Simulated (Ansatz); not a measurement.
**Geometry relaxation of Te (part 1 of 2)**

- system: Te (3 atoms in the cell)
- method: DFT PBE+D3(BJ), scalar-relativistic, plane waves, PAW, no spin polarisation (Ansatz 0.2.0)

The structure derives from an entry of the Crystallography Open Database. Figures and captions count atoms from 1; the log counts them from 0 in places.

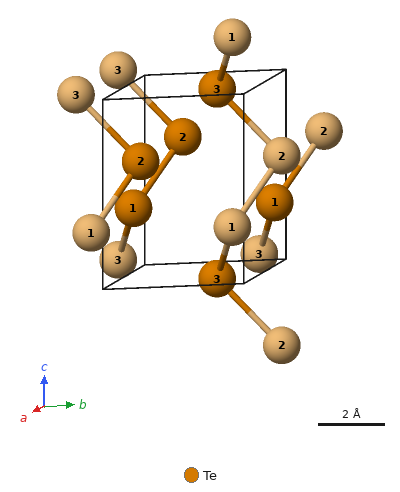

The structure as given in the input (ball-and-stick view of the cell of the calculation, seen slightly off an axis; neighbours outside the cell are drawn fainter; atoms are numbered from 1 in the order of the input). An atom can appear more than once, as a periodic image.

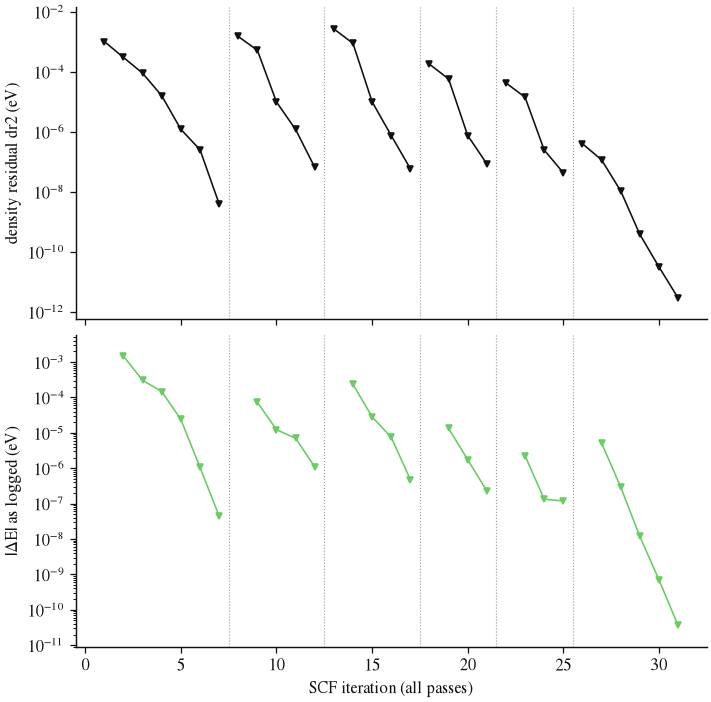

Convergence of the self-consistent field: density residual dr2 and size of the energy change against the SCF iteration. The dotted lines part the SCF passes of the relaxation: geometry steps, rejected trials and re-solves on a re-selected basis. The 6 passes take 4 to 7 iterations each, 31 in all.

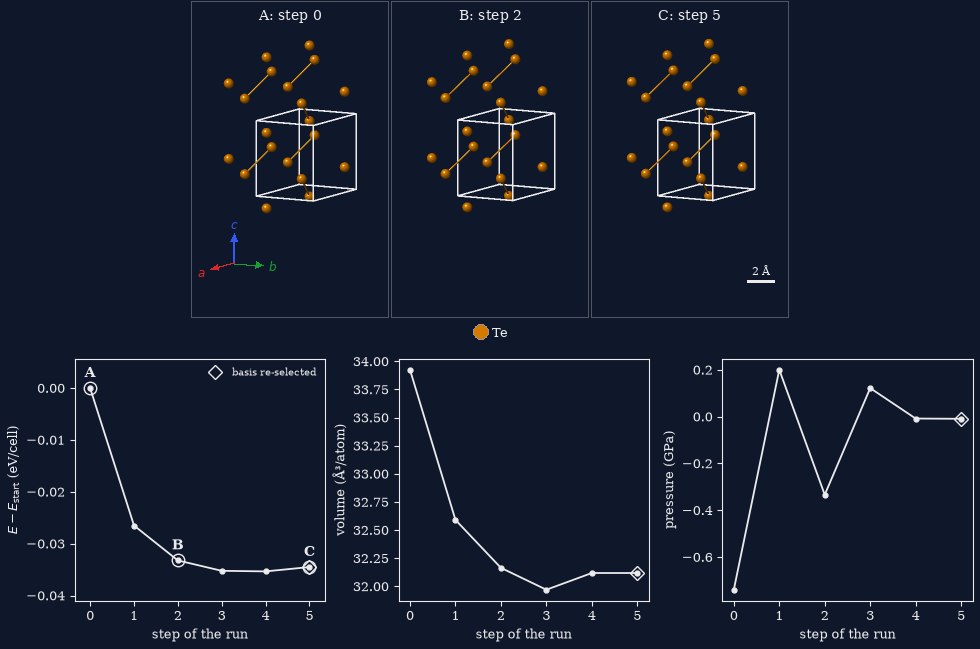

Frames of the relaxation (ball-and-stick view of the cell of the calculation, repeated 2 × 1 × 2, seen at an oblique angle) above the curves, on which the letters mark them (the first geometry is step 0 here and step 1 in the log).

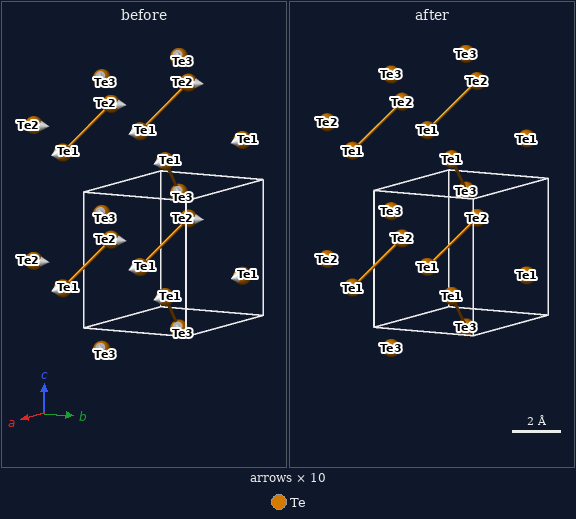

Before (left) and after (right) the relaxation, at one scale (ball-and-stick view of the cell of the calculation, repeated 2 × 1 × 2, seen at an oblique angle). The white arrows give the displacements (without the part carried along by the change of the cell), magnified 10 times. Over 4 geometry steps the energy falls by 35.3 meV per cell of the calculation. The largest force component goes from 0.15 to 0.0033 eV/Å. The pressure goes from −0.74 to −0.01 GPa. The largest moves relative to the cell, 0.068 Å, are those of Te1, Te2 and Te3. The drawn cell changes as follows: a = b 4.454 → 4.319 Å (−3.0 %), c 5.924 → 5.966 Å (+0.7 %); the volume changes by −5.3 %. Among the contacts that change: Te1–Te2 2.865 → 2.914 Å. The space group stays P3_121 (No. 152). A last SCF at the same geometry on a re-selected plane-wave basis shifts the energy by +0.8 meV per cell of the calculation. (Atoms are counted from 1 in the order of the input.)

The input and output of the run follow.

Input file:
```yaml
crystal:
  lattice:
    - [4.454, 0.0, 0.0]
    - [-2.227, 3.8572771485, 0.0]
    - [0.0, 0.0, 5.924]
  atoms:
    - { symbol: Te, position: [0.269, 0.0, 0.3333333333] }
    - { symbol: Te, position: [0.0, 0.269, 0.6666666667] }
    - { symbol: Te, position: [0.731, 0.731, 0.0] }
basis:
  ecutwfc: 420
kpoints:
  mp_grid: { grid: [12, 12, 6] }
hamiltonian:
  xc: pbe
  dispersion: d3bj
scf:
  occupations: { method: gaussian, width: 0.01 }
output:
  forces: true
  stress: true
  eigenvalues: true
relax:
  adjacent_minimum: "off"
  f_tol: 0.005
  max_steps: 80
  cell: { stress_tol: 0.05 }
```

Launched with:
```bash
ansatz run input.yaml --threads 1 --pin off --max-ram 2560MiB --backend cpu --events-out ev --progress --plain --runs-dir out
```

The program's output:
```
Engine: ansatz 0.2.0, aarch64-unknown-linux-gnu
Pseudopotentials: kind: paw
Pseudopotential: Te, paw, valence charge 16, recommended cutoff 420 eV (normal), Te.paw.azcp
Functional definition: PBE
  parameter kappa = 0.804
  parameter beta = 0.06672455060314922
  exchange = pbe_x(kappa = kappa, mu = beta*pi^2/3)
  correlation = pbe_c(beta = beta)
Crystal: 3 atoms, lattice volume = 101.776 Å³
Basis set: ecut = 420 eV, 1993 PW (Γ), exchange–correlation on 60×60×80 points (8 copies of the dense FFT grid, shifted against one another)
Bands: 29, of which v1, the nominal top of the filled ones, is band 24 counted from 1 (23 counted from 0)
Symmetry: 6 space group operations
Space group: P3121 (ITA 152), of the structure as read, at distance tolerance 4.7e-5 Å
k-points: 100 of 864 (time reversal used)
Non-local potential: Te, projectors of the file, l = 0: 2, l = 1: 2, l = 2: 2, l = 3: 2
PAW form: soft (Blöchl's): semilocal exchange-correlation on the pseudo side does not see the compensation charge
PAW one-centre angular grid: Te, 590 points (default); XC on 64 Gauss nodes
Initial density: superposition of atomic densities (neutral atoms: chi_scale 0, normalization atom), corrected by the library's trained network
Initial wavefunctions: pseudopotential atomic-orbital guess
Functional: x = pbe(κ = 0.804, μ = 0.2195149727645171), c = pbe(β = 0.06672455060314922)
SCF iter   1: F=—  HF=-20941.153131 eV  |F-HF|=—  |Δ(HF+E_count)|=         —  Δρ=1.23e-3  dr2=1.01e-3  ethr=1.77e-3  ⟨swp⟩=8.0  Hψ=13729  notcnv=0
preconditioner: auto → Resta (q_TF=auto, 2.407 Å⁻¹)  ε∞=4.3  [insulator: Δε(μ)=0.193 eV  Ē_g=8.650 eV  σ=0.010 eV  W_gap=1.00  n_scr=22 (ndim 8)  ℏωp=15.6 eV  f_vac=0.027  D(μ)=0.00/eV (n_scr^D=0)  ε∞_Penn≈4.3]
SCF iter   2: F=—  HF=-20941.151674 eV  |F-HF|=—  |Δ(HF+E_count)|=   1.46e-3  Δρ=7.02e-4  dr2=2.98e-4  ethr=2.10e-6  ⟨swp⟩=2.9  Hψ=6947  notcnv=0  defer=100
SCF iter   3: F=—  HF=-20941.151979 eV  |F-HF|=—  |Δ(HF+E_count)|=   3.05e-4  Δρ=3.69e-4  dr2=8.92e-5  ethr=6.21e-7  ⟨swp⟩=2.8  Hψ=5327  notcnv=0  defer=100
SCF iter   4: F=—  HF=-20941.152126 eV  |F-HF|=—  |Δ(HF+E_count)|=   1.47e-4  Δρ=1.54e-4  dr2=1.58e-5  ethr=1.86e-7  ⟨swp⟩=2.0  Hψ=4074  notcnv=0  defer=100
SCF iter   5: F=—  HF=-20941.152150 eV  |F-HF|=—  |Δ(HF+E_count)|=   2.40e-5  Δρ=3.86e-5  dr2=1.20e-6  ethr=3.29e-8  ⟨swp⟩=3.0  Hψ=5200  notcnv=0  defer=100
SCF iter   6: F=—  HF=-20941.152151 eV  |F-HF|=—  |Δ(HF+E_count)|=   1.06e-6  Δρ=1.52e-5  dr2=2.53e-7  ethr=2.49e-9  ⟨swp⟩=2.0  Hψ=3602  notcnv=0  defer=100
SCF iter   7: F=-20941.152151 eV  HF=-20941.152151 eV  |F-HF|=1.15e-9  |Δ(HF+E_count)|=   4.48e-8  Δρ=1.98e-6  dr2=3.99e-9  ethr=2.08e-10  ⟨swp⟩=9.3  Hψ=11825  notcnv=0
SCF 1 converged in 7 iterations: F = -20941.152151 eV  dr2 = 3.99e-9
  greatest PAW one-centre occupation: 0.998 electrons in one spin orbital (limit 2), on the Te atom at site 1 (counted from 0), in its partial waves of l = 2
relax step   1: F+E_penalty+E_count = -20941.15215135 eV  Δ(F+E_penalty+E_count) = +0.000e0 eV  max|allowed force component| = 1.545e-1 eV/Å  Δτ_max = 0.0000 Å  P = -0.739 GPa  Ω = 101.776 Å³  (7 SCF iters, dr2 threshold 1.00e-7 eV, accepted)
Crystal: 3 atoms, lattice volume = 97.774 Å³
Basis set: ecut = 420 eV, 1921 PW (Γ), exchange–correlation on 60×60×80 points (8 copies of the dense FFT grid, shifted against one another)
Initial density: handed on by an earlier stage of this run
Initial wavefunctions: those handed on with the density
iter 1 solved again at ethr=3.13e-6 eV; its pass at ethr=3.10e-3 eV (dr2=1.50e-3 eV) is discarded
SCF iter   1: F=—  HF=-20941.178701 eV  |F-HF|=—  |Δ(HF+E_count)|=         —  Δρ=1.56e-3  dr2=1.49e-3  ethr=3.13e-6  ⟨swp⟩=2.8  Hψ=17223  notcnv=0
preconditioner: auto → Resta (q_TF=auto, 2.423 Å⁻¹)  ε∞=4.3  [insulator: Δε(μ)=0.143 eV  Ē_g=8.719 eV  σ=0.010 eV  W_gap=1.00  n_scr=22 (ndim 8)  ℏωp=15.9 eV  f_vac=0.017  D(μ)=0.00/eV (n_scr^D=0)  ε∞_Penn≈4.3]
SCF iter   2: F=—  HF=-20941.178628 eV  |F-HF|=—  |Δ(HF+E_count)|=   7.31e-5  Δρ=8.92e-4  dr2=5.20e-4  ethr=3.10e-6  ⟨swp⟩=1.0  Hψ=2900  notcnv=0
SCF iter   3: F=—  HF=-20941.178640 eV  |F-HF|=—  |Δ(HF+E_count)|=   1.23e-5  Δρ=8.88e-5  dr2=9.81e-6  ethr=1.08e-6  ⟨swp⟩=2.0  Hψ=3800  notcnv=0
SCF iter   4: F=—  HF=-20941.178647 eV  |F-HF|=—  |Δ(HF+E_count)|=   7.02e-6  Δρ=2.96e-5  dr2=1.19e-6  ethr=2.04e-8  ⟨swp⟩=2.0  Hψ=3799  notcnv=0
SCF iter   5: F=-20941.178648 eV  HF=-20941.178648 eV  |F-HF|=6.28e-8  |Δ(HF+E_count)|=   1.10e-6  Δρ=6.98e-6  dr2=6.55e-8  ethr=6.25e-10  ⟨swp⟩=7.5  Hψ=12430  notcnv=0
SCF 2 converged in 5 iterations: F = -20941.178648 eV  dr2 = 6.55e-8
  greatest PAW one-centre occupation: 0.998 electrons in one spin orbital (limit 2), on the Te atom at site 2 (counted from 0), in its partial waves of l = 2
relax step   2: F+E_penalty+E_count = -20941.17864818 eV  Δ(F+E_penalty+E_count) = -2.650e-2 eV  max|allowed force component| = 1.095e-1 eV/Å  Δτ_max = 0.0400 Å  P = +0.200 GPa  Ω = 97.774 Å³  energy of the carried Pulay correction = +6.439e-4 eV  (5 SCF iters, dr2 threshold 3.00e-7 eV, accepted)
Crystal: 3 atoms, lattice volume = 96.495 Å³
Basis set: ecut = 420 eV, 1897 PW (Γ), exchange–correlation on 60×60×80 points (8 copies of the dense FFT grid, shifted against one another)
iter 1 solved again at ethr=5.67e-6 eV; its pass at ethr=3.10e-3 eV (dr2=2.72e-3 eV) is discarded
SCF iter   1: F=—  HF=-20941.185632 eV  |F-HF|=—  |Δ(HF+E_count)|=         —  Δρ=2.01e-3  dr2=2.67e-3  ethr=5.67e-6  ⟨swp⟩=2.3  Hψ=19244  notcnv=0
preconditioner: auto → Resta (q_TF=auto, 2.429 Å⁻¹)  ε∞=4.4  [insulator: Δε(μ)=0.049 eV  Ē_g=8.680 eV  σ=0.010 eV  W_gap=1.00  n_scr=22 (ndim 8)  ℏωp=16.0 eV  f_vac=0.015  D(μ)=0.00/eV (n_scr^D=0)  ε∞_Penn≈4.4]
SCF iter   2: F=—  HF=-20941.185398 eV  |F-HF|=—  |Δ(HF+E_count)|=   2.34e-4  Δρ=1.15e-3  dr2=8.82e-4  ethr=5.56e-6  ⟨swp⟩=2.0  Hψ=3250  notcnv=0
SCF iter   3: F=—  HF=-20941.185370 eV  |F-HF|=—  |Δ(HF+E_count)|=   2.83e-5  Δρ=9.81e-5  dr2=1.00e-5  ethr=1.84e-6  ⟨swp⟩=2.0  Hψ=4300  notcnv=0
SCF iter   4: F=—  HF=-20941.185377 eV  |F-HF|=—  |Δ(HF+E_count)|=   7.48e-6  Δρ=2.89e-5  dr2=7.48e-7  ethr=2.08e-8  ⟨swp⟩=2.0  Hψ=4102  notcnv=0
SCF iter   5: F=-20941.185377 eV  HF=-20941.185377 eV  |F-HF|=2.13e-8  |Δ(HF+E_count)|=   4.79e-7  Δρ=7.33e-6  dr2=5.90e-8  ethr=6.25e-10  ⟨swp⟩=6.2  Hψ=11934  notcnv=0
SCF 3 converged in 5 iterations: F = -20941.185377 eV  dr2 = 5.90e-8
relax step   3: F+E_penalty+E_count = -20941.18537747 eV  Δ(F+E_penalty+E_count) = -6.729e-3 eV  max|allowed force component| = 7.275e-2 eV/Å  Δτ_max = 0.0481 Å  P = -0.334 GPa  Ω = 96.495 Å³  energy of the carried Pulay correction = +8.551e-4 eV  (5 SCF iters, dr2 threshold 3.00e-7 eV, accepted)
Crystal: 3 atoms, lattice volume = 95.911 Å³
Basis set: ecut = 420 eV, 1885 PW (Γ), exchange–correlation on 60×60×80 points (8 copies of the dense FFT grid, shifted against one another)
iter 1 solved again at ethr=5.22e-7 eV; its pass at ethr=3.10e-3 eV (dr2=2.50e-4 eV) is discarded
```
